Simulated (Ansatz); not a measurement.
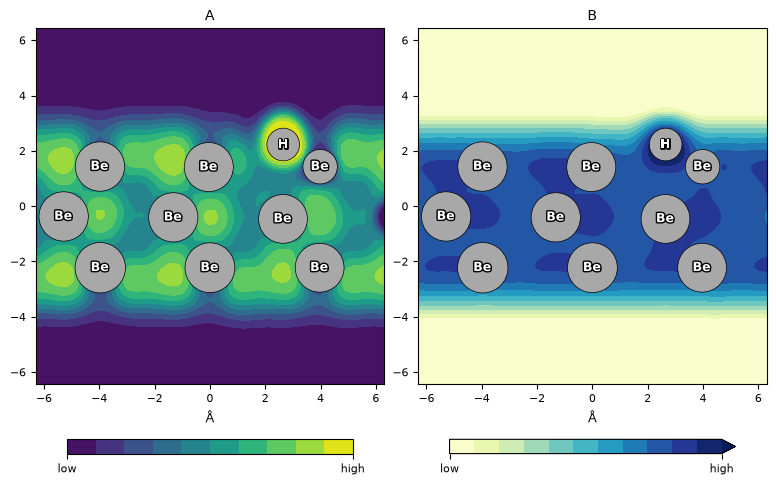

Be27H (slab): 2 fields on the (11̄0) plane of the calculation cell, a cut from vacuum to vacuum, with unlabelled colour scales. Grey discs cover the atomic cores.

Computed without spin polarisation.

All numbers below come from Ansatz, DFT PBE, scalar-relativistic, plane waves, PAW.

```
Be H
1.0
     6.87000    0.00000    0.00000
     3.43500    5.94960    0.00000
     0.00000    0.00000   14.58843
Be H
27 1
Direct
  0.00000 0.00000 0.06855
  0.33333 0.00000 0.06855
  0.66667 0.00000 0.06855
  0.00000 0.33333 0.06855
  0.33333 0.33333 0.06855
  0.66667 0.33333 0.06855
  0.00000 0.66667 0.06855
  0.33333 0.66667 0.06855
  0.66667 0.66667 0.06855
  0.88864 0.22206 0.18955
  0.22135 0.22101 0.19523
  0.55783 0.22148 0.19521
  0.88774 0.55471 0.19521
  0.22223 0.55544 0.19565
  0.55816 0.55428 0.19523
  0.88820 0.89109 0.19518
  0.22095 0.89154 0.19523
  0.55537 0.88862 0.19345
  0.00120 0.99791 0.31919
  0.34035 0.99656 0.31827
  0.66328 0.99643 0.31808
  0.00155 0.33481 0.31891
  0.33202 0.33581 0.31954
  0.66434 0.33457 0.31927
  0.00254 0.66529 0.31953
  0.33237 0.66580 0.31936
  0.66333 0.67365 0.31826
  0.88920 0.22273 0.37391
```

**The panels show electron localisation function and valence pseudo-density in some order. Assign them.**

Panel A: electron localisation function. Panel B: valence pseudo-density. From the grid: Be–H (1.56 Å): ρ is about 0.37 e/Å³ halfway; the ELF climbs to about 1 towards the hydrogen. Be–Be (2.21 Å): the density is about 0.27 e/Å³ at the midpoint; the ELF peaks at about 0.60 between the atoms.
